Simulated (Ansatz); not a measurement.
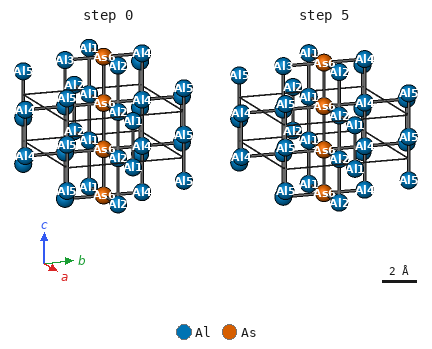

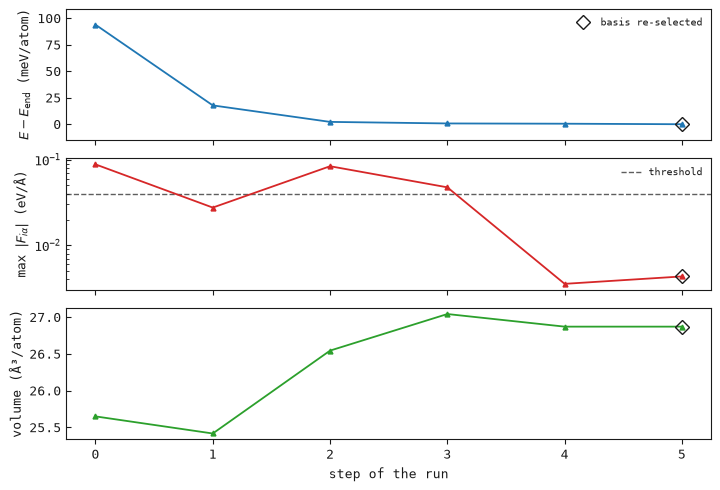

First and last geometry of a relaxation of solid Al5As (a generated structure, set up in P4/mmm) (coarse preliminary run), with the history of the run. Style: ball-and-stick. Shown: the cell of the calculation, slightly off an axis.

Method: Ansatz 0.2.0, DFT PBE, scalar-relativistic, plane waves, PAW.

The input:
```yaml
crystal:
  lattice:
    - [7.3922340527, 0.0, 0.0]
    - [0.0, 7.3922340527, 0.0]
    - [0.0, 0.0, 2.8163878814]
  atoms:
    - { symbol: Al, position: [0.1699801567, 0.5, 0.0] }
    - { symbol: Al, position: [0.8300198433, 0.5, 0.0] }
    - { symbol: Al, position: [0.5, 0.1699801567, 0.0] }
    - { symbol: Al, position: [0.5, 0.8300198433, 0.0] }
    - { symbol: Al, position: [0.0, 0.0, 0.5] }
    - { symbol: As, position: [0.5, 0.5, 0.0] }
basis:
  ecutwfc: 420
kpoints:
  mp_grid: { grid: [4, 4, 6] }
hamiltonian:
  xc: pbe
scf:
  occupations: { method: gaussian, width: 0.1 }
  lower_state_search: "off"
output:
  forces: true
  stress: true
  eigenvalues: true
relax:
  adjacent_minimum: "off"
  f_tol: 0.04
  max_steps: 70
  cell: { stress_tol: 0.4 }
```

Launched with:
```bash
ansatz run input.yaml --threads 1 --pin off --max-ram 2560MiB --backend cpu --events-out ev --progress --plain --runs-dir out
```

What do the curves and the structures tell?

It converged. The atoms keep their places relative to the cell (all moves are under 0.005 Å). The volume changes by +4.8 %, with a = b 7.392 → 7.798 Å (+5.5 %), c 2.816 → 2.651 Å (−5.9 %). Among the contacts that change: Al1–Al1 2.816 → 2.651 Å, As6–As6 2.816 → 2.651 Å, Al1–Al2 2.513 → 2.653 Å, Al1–As6 2.440 → 2.573 Å. The space group stays P4/mmm (No. 123). The energy falls by 94.0 meV per atom in 4 accepted moves (5 points after the start). The largest force component goes from 0.088 to 0.0043 eV/Å. Pressure: 0.30 GPa at the start and 0.02 GPa at the end. At 1 point the geometry stayed and the basis and grid were re-selected for the new cell (energy shift of 0.5 meV per atom at most each time).

Limits of the set-up: the k-point mesh is coarse for a cell with partly filled bands.
